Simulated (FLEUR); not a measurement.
## A series of single points on Sr

System: Sr (Fm-3m, 1 atom in the cell).
Method: Kohn-Sham DFT of a periodic cell, PBE, all-electron, no spin polarisation (FLEUR MaX-R8.1 (later development tree)).

The 7 runs differ only in the geometry, by an even scaling of the cell at fixed fractional positions. The structure derives from an entry of the Crystallography Open Database.

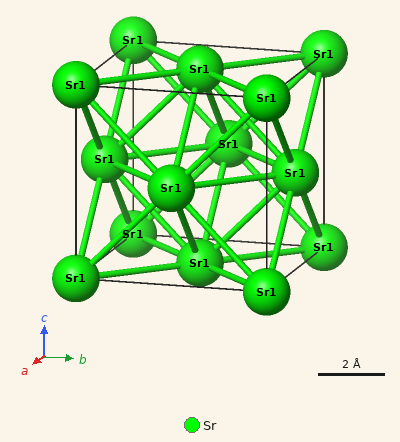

Figure 1. The structure of run 4 (ball-and-stick view of the cell 4 times as large as that of the calculation, set on its symmetry axes, seen slightly off an axis; atoms are numbered from 1 in the order of the input).

**Input of run 4**
```
<?xml version="1.0" encoding="UTF-8" standalone="no"?>
<fleurInput fleurInputVersion="0.39">
   <comment>
      Sr                                                                                                  
   </comment>
   <calculationSetup>
      <cutoffs Kmax="4.1" Gmax="12.7" GmaxXC="12.7" numbands="0"/>
      <scfLoop itmax="60" minDistance="0.00001" maxIterBroyd="15" imix="Anderson" alpha="0.05" precondParam="0.0" spinf="2.0" sdNocoIR="T"/>
      <coreElectrons ctail="T" frcor="F" kcrel="0" coretail_lmax="0"/>
      <xcFunctional name="pbe" relativisticCorrections="F"/>
      <magnetism jspins="1"/>
      <soc l_soc="F" theta="0.0" phi="0.0" spav="F"/>
      <expertModes spex="0" secvar="F"/>
      <geometryOptimization l_f="T" forcealpha="1.0" forcemix="BFGS" epsdisp="0.0005" epsforce="0.0002"/>
      <ldaU l_linMix="F" mixParam="0.05" spinf="1.0"/>
   </calculationSetup>
   <cell>
      <bzIntegration valenceElectrons="10.0" mode="hist" fermiSmearingEnergy="0.00183747">
         <kPointListSelection listName="default-1"/>
         <!-- k-points included here -->
         <xi:include xmlns:xi="http://www.w3.org/2001/XInclude" href="kpts.xml"> </xi:include>
      </bzIntegration>
      <!-- symmetry operations included here -->
      <xi:include xmlns:xi="http://www.w3.org/2001/XInclude" href="sym.xml"> </xi:include>
      <bulkLattice scale="1.0">
         <bravaisMatrix>
            <row-1>    0.0000000000000000     5.7492082751768097     5.7492082751768097</row-1>
            <row-2>    5.7492082751768097     0.0000000000000000     5.7492082751768097</row-2>
            <row-3>    5.7492082751768097     5.7492082751768097     0.0000000000000000</row-3>
         </bravaisMatrix>
      </bulkLattice>
   </cell>
   <atomSpecies>
      <species name="Strontium (Sr)" element="Sr" atomicNumber="38">
         <mtSphere radius="2.66" gridPoints="879" logIncrement="0.014"/>
         <atomicCutoffs lmax="11" lnonsphr="8"/>
         <electronConfig flipSpins="F">
            <coreConfig>(1s1/2) (2s1/2) (2p1/2) (2p3/2) (3s1/2) (3p1/2) (3p3/2) (3d3/2) (3d5/2)</coreConfig>
            <valenceConfig>(4s1/2) (4p1/2) (4p3/2) (5s1/2)</valenceConfig>
         </electronConfig>
         <energyParameters s="5" p="4" d="4" f="4"/>
         <lo type="SCLO" l="0" n="4" eDeriv="0"/>
         <lo type="HELO" l="1" n="5" eDeriv="0"/>
         <lo type="HELO" l="1" n="5" eDeriv="1"/>
         <lo type="SCLO" l="2" n="4" eDeriv="2"/>
         <lo type="SCLO" l="3" n="4" eDeriv="2"/>
      </species>
   </atomSpecies>
   <atomGroups>
      <atomGroup species="Strontium (Sr)">
         <relPos label="                   1">.0000000000 .0000000000 .0000000000</relPos>
         <force calculate="T" relaxXYZ="TTT"/>
      </atomGroup>
   </atomGroups>
   <output dos="F" band="F" slice="F">
      <checks vchk="F" cdinf="F"/>
      <bandDOS minEnergy="-.5*Htr" maxEnergy="0.5*Htr" sigma="0.015" storeEVData="T"/>
      <vacuumDOS vacdos="F" integ="F" star="F" nstars="0" locx1="0.0" locy1="0.0" locx2="0.0" locy2="0.0" nstm="0" tworkf="0.0"/>
      <unfoldingBand unfoldBand="F" supercellX="1" supercellY="1" supercellZ="1"/>
      <plotting iplot="0" polar="F">
         <plot TwoD="T" vec1="  1.0  0.0  0.0" vec2="  0.0  1.0  0.0" vec3="  0.0  0.0  1.0" zero="  0.0  0.0  0.0" file="plot"/>
      </plotting>
      <chargeDensitySlicing numkpt="0" minEigenval="0.0" maxEigenval="0.0" nnne="0" pallst="F"/>
      <specialOutput eonly="F"/>
      <moessbauerParams electricFieldGradient="T" isomerShift="T" coreHyperfine="T" valenceHyperfine="T"/>
      <magneticCircularDichroism mcd="F" energyLo="-10.0" energyUp="0.0"/>
   </output>
  <!-- We include the file relax.xml here to enable relaxations (see documentation) -->
  <xi:include xmlns:xi="http://www.w3.org/2001/XInclude" href="relax.xml"> <xi:fallback/> </xi:include>
</fleurInput>
```

Command:
```bash
inpgen -f crystal.txt -profile fastHighL; fleur_MPI
```

Run 6 has the same physical settings and fractional positions; its lattice vectors (Å) are:
```
   0.000000    3.082386    3.082386
   3.082386    0.000000    3.082386
   3.082386    3.082386    0.000000
```

**Results, with one run withheld**

```csv
run,volume per atom (Å³),"free energy per atom, from the lowest run given (meV)"
1,52.940,1.99
2,54.067,0.10
3,55.193,0.00
4,56.319,1.53
5,57.446,4.54
6,58.572,?
7,59.698,14.51
```

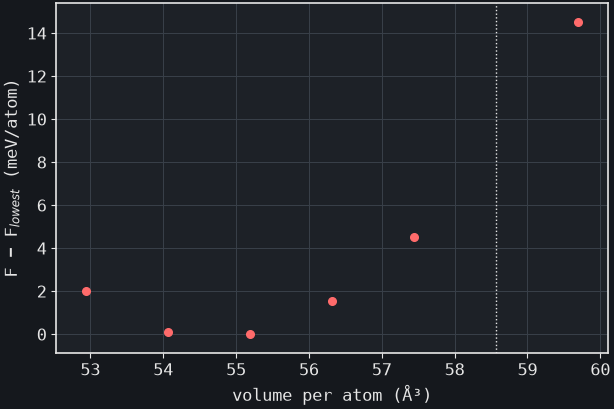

Figure 2. Free energy per atom of the runs given; the dotted line marks run 6.

Estimate the energy of run 6 from the others.

A cubic polynomial in V^(−2/3) (the Birch–Murnaghan form), fitted to the 6 runs given, misses them by under 0.01 meV per atom. With x = V^(−2/3) − 0.06842 Å⁻², it reads F = 0.74188 − 1846.9 x + 9.4387e+05 x² − 3.4236e+06 x³ (meV per atom). At run 6 it gives 8.91 meV per atom, and the run itself gives 8.90. The fit has its minimum at 54.692 Å³ per atom, where V d²F/dV² gives 11.7 GPa: the bulk modulus at this level, since symmetry fixes the shape and the positions.

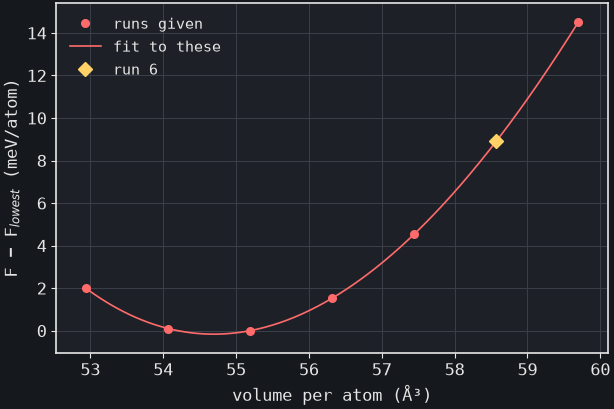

Figure 3. The fit and the withheld run.

**Output (run 6)**
```
Welcome to FLEUR        (www.flapw.de)
      MaX-Release 8.1          (www.max-centre.eu)

 ========== k-point set info ==========
 Selected k-point list: default-1
 k-point list type: mesh
 8 x 8 x 8
 Number of k points: 29

 ------------Calculation Setup---------------------------
 Number of MPI-tasks      :            1
 Number of PE/node        :            1
 Number of OMP-threads    :            1
 Most efficient MPI parallelization for:
           1          29
 Additional eigenvalue parallelization possible
 Number of basis functions:          512
 Approximate size of matrices (H+S) per k-point:         0.004 GB
 --------------------------------------------------------

 Iteration:     1   Distance:       1.39944642 me/bohr^3

 Iteration:     2   Distance:       1.33126832 me/bohr^3

 Iteration:     3   Distance:       0.21477178 me/bohr^3

 Iteration:     4   Distance:       0.18221049 me/bohr^3

 Iteration:     5   Distance:       0.03113019 me/bohr^3

 Iteration:     6   Distance:       0.00989692 me/bohr^3

 Iteration:     7   Distance:       0.00452202 me/bohr^3

 Iteration:     8   Distance:       0.00044399 me/bohr^3

 Iteration:     9   Distance:       0.00029559 me/bohr^3

 Iteration:    10   Distance:       0.00004103 me/bohr^3

 Iteration:    11   Distance:       0.00000158 me/bohr^3

 ********************************************************************
 Run finished successfully
 Stop message:
   all done
 ********************************************************************
```
